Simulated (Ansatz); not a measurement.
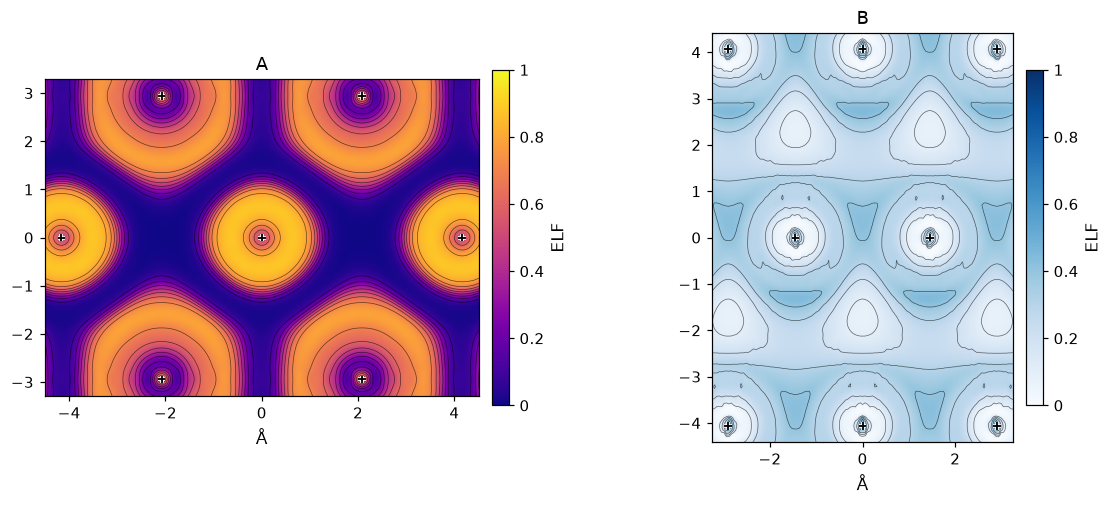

The ELF of 2 systems, each on a plane through atoms (crosses mark nuclei in the plane).

Level of theory: DFT PBE, scalar-relativistic, plane waves, PAW (Ansatz).

System 1: KI, the (101̄) plane of the conventional cell. Space group Pm-3m; a structure from a database of computed crystals, not necessarily the ambient phase; changed on purpose from its base cell (strain -0.030 along x and y, -0.030 along z, atoms carried along); computed pressure about 2 GPa in this cell.

```
K I
1.0
     4.16246    0.00000    0.00000
     0.00000    4.16246    0.00000
     0.00000    0.00000    4.16246
K I
1 1
Direct
  0.00000 0.00000 0.00000
  0.50000 0.50000 0.50000
```

System 2: Ga, the (001) plane of the conventional cell. Space group Cmcm.

**Match each panel to its system.**

Panel A is system 1, KI: the plane holds K and I. K–I (3.60 Å): the ELF peaks at about 0.80 in the valence shell of I, 1.4 Å from its nucleus, and drops to about 0.05 between the two atoms; a closed-shell, largely ionic contact. Panel B is system 2, Ga: the plane holds Ga.
